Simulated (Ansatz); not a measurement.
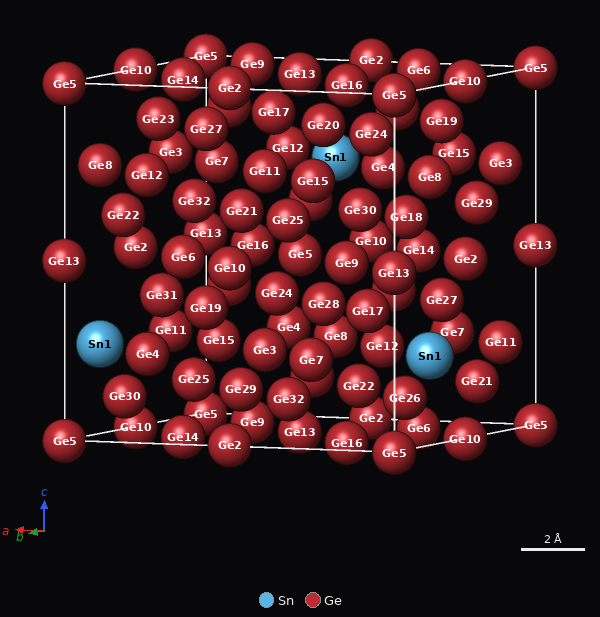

The input geometry of run A (spheres-only view of the cell 2 times as large as that of the calculation, set on its symmetry axes, seen at an oblique angle; atoms are numbered from 1 in the order of the input).

**SnGe₃₁: a changed input and its effect**

System: SnGe₃₁ (32 atoms in the cell).
Method of run A: DFT PBEsol, scalar-relativistic, plane waves, PAW, no spin polarisation (Ansatz 0.2.0).

The structure was built on a prototype by a generator; it need not be a known phase. Text and figures count atoms from 1; the logs count them from 0 in places.

### Input file, run A
```yaml
crystal:
  lattice:
    - [5.7038338204, -5.7038338204, 5.7038338204]
    - [5.7038338204, 5.7038338204, -5.7038338204]
    - [-5.7038338204, 5.7038338204, 5.7038338204]
  atoms:
    - { symbol: Sn, position: [0.25, 0.75, 0.0] }
    - { symbol: Ge, position: [0.5016481742, 0.497761628, 0.0] }
    - { symbol: Ge, position: [0.75, 0.25, 0.0] }
    - { symbol: Ge, position: [-0.002238372, 0.75, 0.2516481742] }
    - { symbol: Ge, position: [-0.002238372, 0.0016481742, 0.0] }
    - { symbol: Ge, position: [0.25, 0.497761628, 0.2516481742] }
    - { symbol: Ge, position: [0.502238372, 0.2538865462, 0.252238372] }
    - { symbol: Ge, position: [0.75, 0.75, 0.5] }
    - { symbol: Ge, position: [0.7538865462, 0.002238372, 0.252238372] }
    - { symbol: Ge, position: [-0.0016481742, 0.4983518258, 0.4961134538] }
    - { symbol: Ge, position: [0.25, 0.25, 0.5] }
    - { symbol: Ge, position: [0.5016481742, 0.75, 0.747761628] }
    - { symbol: Ge, position: [0.502238372, 0.002238372, 0.5038865462] }
    - { symbol: Ge, position: [0.7461134538, 0.4983518258, 0.7483518258] }
    - { symbol: Ge, position: [-0.0016481742, 0.2461134538, 0.7483518258] }
    - { symbol: Ge, position: [0.25, 0.0016481742, 0.747761628] }
    - { symbol: Ge, position: [0.5130269681, 0.0130269681, 0.2630269681] }
    - { symbol: Ge, position: [0.7488536995, 0.75, 0.2510896153] }
    - { symbol: Ge, position: [-0.0010896153, 0.4989103847, 0.2477640843] }
    - { symbol: Ge, position: [0.25, 0.0010896153, 0.4988536995] }
    - { symbol: Ge, position: [0.25, 0.2488536995, 0.2510896153] }
    - { symbol: Ge, position: [0.5010896153, 0.75, 0.4988536995] }
    - { symbol: Ge, position: [0.7511463005, 0.5022359157, 0.5011463005] }
    - { symbol: Ge, position: [-0.0010896153, -0.0022359157, 0.7489103847] }
    - { symbol: Ge, position: [0.0022359157, 0.2511463005, 0.5011463005] }
    - { symbol: Ge, position: [0.25, 0.75, 0.7369730319] }
    - { symbol: Ge, position: [0.4977640843, 0.4989103847, 0.7489103847] }
    - { symbol: Ge, position: [0.7488536995, 0.0010896153, 0.0] }
    - { symbol: Ge, position: [0.7511463005, 0.2511463005, 0.7522359157] }
    - { symbol: Ge, position: [-0.0130269681, 0.75, 0.0] }
    - { symbol: Ge, position: [0.25, 0.4869730319, 0.0] }
    - { symbol: Ge, position: [0.5010896153, 0.2488536995, 0.0] }
basis:
  ecutwfc: 420
kpoints:
  mp_grid: { grid: [6, 6, 6] }
  band_path: { path: [[0.0, 0.0, 0.0], [0.05, 0.0, 0.0]], npoints: 1 }
hamiltonian:
  xc: pbesol
scf:
  occupations: { method: gaussian, width: 0.1 }
  n_extra_bands: 19
output:
  forces: true
  stress: true
  eigenvalues: true
```

Launched with:
```bash
ansatz run input.yaml --threads 8 --pin off --max-ram 22528MiB --backend cpu --events-out ev --progress --plain --runs-dir out
```

Hardware: 8 threads of AMD EPYC (Zen 3), 32 GiB of memory available, shared host.

### Output, shortened to warnings, some set-up lines, iterations and results (run A)
```
Basis set: ecut = 420 eV, 14579 PW (Γ), exchange–correlation on 144×144×144 points (8 copies of the dense FFT grid, shifted against one another)
Symmetry: 24 space group operations
k-points: 16 of 216 (time reversal used)
Initial density: superposition of atomic densities (neutral atoms: chi_scale 0, normalization atom), corrected by the library's trained network
[...]
SCF iter   1: F=—  HF=-137807.975549 eV  |F-HF|=—  |Δ(HF+E_count)|=         —  Δρ=2.66e-3  dr2=6.51e-2  ethr=1.77e-3  ⟨swp⟩=5.8  Hψ=14126  notcnv=0
SCF iter   2: F=—  HF=-137807.945055 eV  |F-HF|=—  |Δ(HF+E_count)|=   3.05e-2  Δρ=1.63e-3  dr2=2.38e-2  ethr=1.45e-5  ⟨swp⟩=2.0  Hψ=7260  notcnv=0
SCF iter   3: F=—  HF=-137807.946137 eV  |F-HF|=—  |Δ(HF+E_count)|=   1.08e-3  Δρ=5.71e-4  dr2=1.85e-3  ethr=5.32e-6  ⟨swp⟩=2.0  Hψ=7282  notcnv=0
SCF iter   4: F=—  HF=-137807.944981 eV  |F-HF|=—  |Δ(HF+E_count)|=   1.16e-3  Δρ=1.44e-4  dr2=2.84e-4  ethr=4.12e-7  ⟨swp⟩=2.0  Hψ=7283  notcnv=0
SCF iter   5: F=—  HF=-137807.945059 eV  |F-HF|=—  |Δ(HF+E_count)|=   7.77e-5  Δρ=5.84e-5  dr2=3.82e-5  ethr=6.34e-8  ⟨swp⟩=2.0  Hψ=7282  notcnv=0
SCF iter   6: F=—  HF=-137807.945327 eV  |F-HF|=—  |Δ(HF+E_count)|=   2.68e-4  Δρ=2.40e-5  dr2=4.65e-6  ethr=8.53e-9  ⟨swp⟩=2.0  Hψ=5932  notcnv=0
SCF iter   7: F=—  HF=-137807.945326 eV  |F-HF|=—  |Δ(HF+E_count)|=   1.34e-6  Δρ=7.06e-6  dr2=1.72e-7  ethr=1.04e-9  ⟨swp⟩=2.0  Hψ=7094  notcnv=0
SCF iter   8: F=-137807.945326 eV  HF=-137807.945326 eV  |F-HF|=1.32e-8  |Δ(HF+E_count)|=   6.42e-8  Δρ=1.88e-6  dr2=2.59e-8  ethr=2.23e-11  ⟨swp⟩=8.2  Hψ=16598  notcnv=0
SCF 1 converged in 8 iterations: F = -137807.945326 eV  dr2 = 2.59e-8
NSCF: frozen V_eff on 2 k-points
SCF converged after 8 iterations
Free energy (F): -137807.945326 eV
Harris-Foulkes:  -137807.945326 eV  (|F-HF|=1.32e-8)
Internal energy: -137807.941853 eV  (E = F + TS)
E sigma→0 (E₀):  -137807.943590 eV
Entropy (-TS):   -0.003472 eV (-0.109 meV/atom)
Fermi energy:    8.332946 eV
--- Per-component energies (eV) ---
  E_band       = -4862.060382
  E_kinetic    = 3643.403445
  E_local      = -78138.107297  (includes V_loc(G=0)·N_el)
  E_nonlocal   = 12992.011854
  E_hartree    = 34404.462948
  E_xc         = -2701.621647
  E_vxc        = -2101.606621  (∫ρ·V_xc dr)
  E_paw        = -65417.769431  (= ΣΔE_a)
  E_vpaw       = -10066.694337  (= ΣTr[D̂ρ^β])
  E_aug_tail   = 0.008324  (compensation charges beyond the density's cutoff)
  E_ewald      = -42619.070912
  E_core_change = 28.740863  (= ΣΔE_core)
  E_smearing   = -0.003472  (= −TS)
  E_closure    = -0.000000  (closes the sum)
  Σ components = -137807.945326   (vs F -137807.945326, Δ=0.00e0)
--- Forces (eV/Å), atoms counted from 1 ---
  atom   1  Sn    -0.00000000     0.00000000     0.00000000
  atom   2  Ge    -0.00049408     0.00031365    -0.00031365
  atom   3  Ge    -0.00000000     0.00000000     0.00000000
  atom   4  Ge     0.00031365    -0.00031365    -0.00049408
  atom   5  Ge    -0.00049408    -0.00031365     0.00031365
  atom   6  Ge     0.00031365    -0.00049408    -0.00031365
  atom   7  Ge    -0.00031365    -0.00031365     0.00049408
  atom   8  Ge    -0.00000000     0.00000000    -0.00000000
  atom   9  Ge    -0.00031365     0.00049408    -0.00031365
  atom  10  Ge     0.00049408     0.00031365     0.00031365
  atom  11  Ge    -0.00000000     0.00000000    -0.00000000
  atom  12  Ge    -0.00031365     0.00031365    -0.00049408
  atom  13  Ge     0.00049408    -0.00031365    -0.00031365
  atom  14  Ge     0.00031365     0.00049408     0.00031365
  atom  15  Ge     0.00031365     0.00031365     0.00049408
  atom  16  Ge    -0.00031365    -0.00049408     0.00031365
  atom  17  Ge     0.00006974     0.00006974     0.00006974
  atom  18  Ge    -0.00020460     0.00020460     0.00044673
  atom  19  Ge    -0.00044673    -0.00020460    -0.00020460
  atom  20  Ge     0.00020460     0.00044673    -0.00020460
  atom  21  Ge    -0.00020460     0.00044673     0.00020460
  atom  22  Ge     0.00020460    -0.00020460     0.00044673
  atom  23  Ge     0.00020460     0.00020460    -0.00044673
  atom  24  Ge    -0.00020460    -0.00020460    -0.00044673
  atom  25  Ge     0.00020460    -0.00044673     0.00020460
  atom  26  Ge     0.00006974    -0.00006974    -0.00006974
  atom  27  Ge    -0.00020460    -0.00044673    -0.00020460
  atom  28  Ge     0.00044673     0.00020460    -0.00020460
[...]
```

For run B the input was changed thus:
```diff
-  ecutwfc: 420
+  ecutwfc: 500
-  xc: pbesol
+  xc: r2scan
```

What does this change do to the results?

The total energies belong to different methods, so their difference says nothing on which is more stable or more accurate. A gap of 0.24 eV opens on the mesh, where run A has none. The functional changes from PBEsol to r2SCAN. The SCF takes 7 iterations against 8. The plane waves at Γ go from 14579 to 18781. On the same kind of shared host run B took about 1.6 times as long.

### Output, shortened to warnings, some set-up lines, iterations and results (run B)
```
Basis set: ecut = 500 eV, 18781 PW (Γ), exchange–correlation on 300×300×300 points (64 copies of the dense FFT grid, shifted against one another)
Symmetry: 24 space group operations
k-points: 16 of 216 (time reversal used)
Initial density: superposition of atomic densities (neutral atoms: chi_scale 0, normalization atom), corrected by the library's trained network
[...]
SCF iter   1: F=—  HF=-139428.363370 eV  |F-HF|=—  |Δ(HF+E_count)|=         —  Δρ=6.24e-3  dr2=9.37e-2  dr2_τ=7.00e-2  ethr=1.77e-3  ⟨swp⟩=5.9  Hψ=14313  notcnv=0
SCF iter   2: F=—  HF=-139428.499366 eV  |F-HF|=—  |Δ(HF+E_count)|=   1.36e-1  Δρ=1.55e-3  dr2=6.87e-3  dr2_τ=3.46e-4  ethr=2.09e-5  ⟨swp⟩=2.0  Hψ=8467  notcnv=0  defer=205
SCF iter   3: F=—  HF=-139428.500265 eV  |F-HF|=—  |Δ(HF+E_count)|=   8.99e-4  Δρ=1.08e-3  dr2=2.88e-3  dr2_τ=3.43e-5  ethr=1.53e-6  ⟨swp⟩=2.0  Hψ=6163  notcnv=0  defer=205
SCF iter   4: F=—  HF=-139428.500691 eV  |F-HF|=—  |Δ(HF+E_count)|=   4.26e-4  Δρ=5.89e-5  dr2=1.88e-5  dr2_τ=5.56e-7  ethr=6.42e-7  ⟨swp⟩=2.0  Hψ=4707  notcnv=0  defer=205
SCF iter   5: F=—  HF=-139428.500563 eV  |F-HF|=—  |Δ(HF+E_count)|=   1.28e-4  Δρ=2.56e-5  dr2=3.66e-6  dr2_τ=6.01e-8  ethr=4.19e-9  ⟨swp⟩=2.0  Hψ=7271  notcnv=0  defer=205
SCF iter   6: F=—  HF=-139428.500563 eV  |F-HF|=—  |Δ(HF+E_count)|=   1.68e-7  Δρ=8.29e-6  dr2=5.90e-7  dr2_τ=9.39e-9  ethr=8.16e-10  ⟨swp⟩=2.0  Hψ=7257  notcnv=0  defer=205
SCF iter   7: F=-139428.500564 eV  HF=-139428.500564 eV  |F-HF|=4.25e-9  |Δ(HF+E_count)|=   6.08e-8  Δρ=2.20e-6  dr2=5.34e-8  dr2_τ=1.02e-9  ethr=2.23e-11  ⟨swp⟩=9.1  …
SCF 1 converged in 7 iterations: F = -139428.500564 eV  dr2 = 5.34e-8
NSCF: frozen V_eff on 2 k-points
SCF converged after 7 iterations
Free energy (F): -139428.500564 eV
Harris-Foulkes:  -139428.500564 eV  (|F-HF|=4.25e-9)
Internal energy: -139428.500239 eV  (E = F + TS)
E sigma→0 (E₀):  -139428.500401 eV
Entropy (-TS):   -0.000325 eV (-0.010 meV/atom)
Fermi energy:    8.388334 eV
--- Per-component energies (eV) ---
  E_band       = -5105.858064
  E_kinetic    = 3626.526624
  E_local      = -78134.744838  (includes V_loc(G=0)·N_el)
  E_nonlocal   = 12985.115123
  E_hartree    = 34479.540387
  E_xc         = -2515.352540
  E_vxc        = -2207.885043  (∫ρ·V_xc dr)
  E_paw        = -67217.591156  (= ΣΔE_a)
  E_vpaw       = -10458.884514  (= ΣTr[D̂ρ^β])
  E_aug_tail   = 0.000492  (compensation charges beyond the density's cutoff)
  E_vtau       = 124.899283  (kinetic-family band-sum trace: ∫τ·v_τ [+ j·A + Jᵃ·Aᵃ] dr)
  E_ewald      = -42619.070912
  E_core_change = -32.923419  (= ΣΔE_core)
  E_smearing   = -0.000325  (= −TS)
  E_closure    = -0.000000  (closes the sum)
  Σ components = -139428.500564   (vs F -139428.500564, Δ=0.00e0)
--- Forces (eV/Å), atoms counted from 1 ---
  atom   1  Sn    -0.00000000     0.00000000     0.00000000
  atom   2  Ge    -0.01570627     0.00179119    -0.00179119
  atom   3  Ge    -0.00000000     0.00000000     0.00000000
  atom   4  Ge     0.00179119    -0.00179119    -0.01570627
  atom   5  Ge    -0.01570627    -0.00179119     0.00179119
  atom   6  Ge     0.00179119    -0.01570627    -0.00179119
  atom   7  Ge    -0.00179119    -0.00179119     0.01570627
  atom   8  Ge    -0.00000000     0.00000000    -0.00000000
  atom   9  Ge    -0.00179119     0.01570627    -0.00179119
  atom  10  Ge     0.01570627     0.00179119     0.00179119
  atom  11  Ge    -0.00000000     0.00000000     0.00000000
  atom  12  Ge    -0.00179119     0.00179119    -0.01570627
  atom  13  Ge     0.01570627    -0.00179119    -0.00179119
  atom  14  Ge     0.00179119     0.01570627     0.00179119
  atom  15  Ge     0.00179119     0.00179119     0.01570627
  atom  16  Ge    -0.00179119    -0.01570627     0.00179119
  atom  17  Ge    -0.00096189    -0.00096189    -0.00096189
  atom  18  Ge     0.00114718    -0.00114718     0.01042505
  atom  19  Ge    -0.01042505     0.00114718     0.00114718
  atom  20  Ge    -0.00114718     0.01042505     0.00114718
  atom  21  Ge     0.00114718     0.01042505    -0.00114718
  atom  22  Ge    -0.00114718     0.00114718     0.01042505
  atom  23  Ge    -0.00114718    -0.00114718    -0.01042505
  atom  24  Ge     0.00114718     0.00114718    -0.01042505
  atom  25  Ge    -0.00114718    -0.01042505    -0.00114718
  atom  26  Ge    -0.00096189     0.00096189     0.00096189
  atom  27  Ge     0.00114718    -0.01042505     0.00114718
[...]
```

### The two runs side by side

| quantity | run A | run B |
| --- | --- | --- |
| outcome | converged | converged |
| free energy per atom (eV) | −4306.4983 | −4357.1406 |
| gap on the mesh (eV) | 0.00 | 0.24 |
| pressure (GPa) | 0.00 | 0.02 |
| largest force (eV/Å) | 0.001 | 0.016 |
| SCF iterations | 8 | 7 |
| irreducible k-points | 16 | 16 |
| plane waves at Γ | 14579 | 18781 |
| wall time (shared host) | 86 s | 2.3 min |
